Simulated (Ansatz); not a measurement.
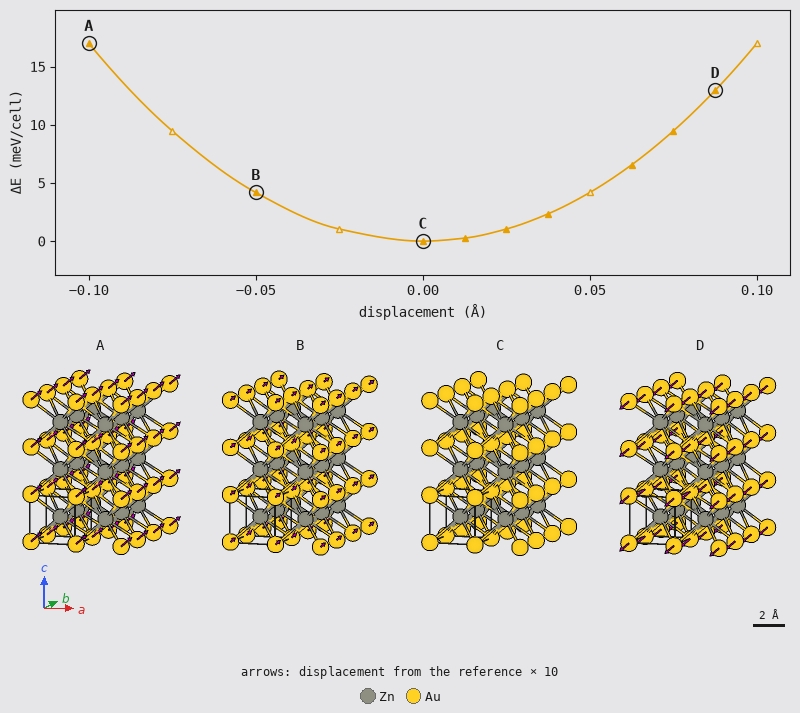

A scan of a crystal of ZnAu (Pm-3m): the whole Au sublattice is shifted rigidly, towards the nearest copy of atom 1 (Zn) at 2.725 Å, all else fixed. The lettered frames are marked on the plot. Hollow markers are points alike by symmetry, not computed again. Style: ball-and-stick. Shown: the cell of the calculation, repeated 2 × 3 × 3 with one cell outlined, slightly off an axis. Purple arrows: displacements from the reference.

These are results of Ansatz, DFT PBEsol, scalar-relativistic, plane waves, PAW, not measurements. Settings: plane-wave cutoff 420 eV; k-point mesh 16 × 16 × 16; occupations gaussian; smearing width 0.15 eV; no spin polarisation. Energies (free energies at the smearing named) are counted from the cell as listed in its source, which wasn't relaxed.

Question: What does the scan show?

Answer: Of the computed points the lowest is at the displacement 0.00 Å, 0.0 meV/cell. At the ends of the scan the energy is 17.0 meV/cell (−0.10 Å) and 17.0 meV/cell (0.10 Å). The curvature at zero is about 3.3 eV/Å² per cell. The well is symmetric. At the highest point the shortest interatomic distance is 2.62 Å, against 2.73 Å in the reference. The distortion takes the space group from Pm-3m to R3m.

The computed points:

```tsv
displacement (Å)	ΔE (meV/cell)
−0.1000	17.0
−0.0750	9.5
−0.0500	4.2
−0.0250	1.0
0.0000	0.0
0.0125	0.3
0.0250	1.0
0.0375	2.3
0.0500	4.2
0.0625	6.6
0.0750	9.5
0.0875	12.9
0.1000	17.0
```

Points that are alike by symmetry were computed once.
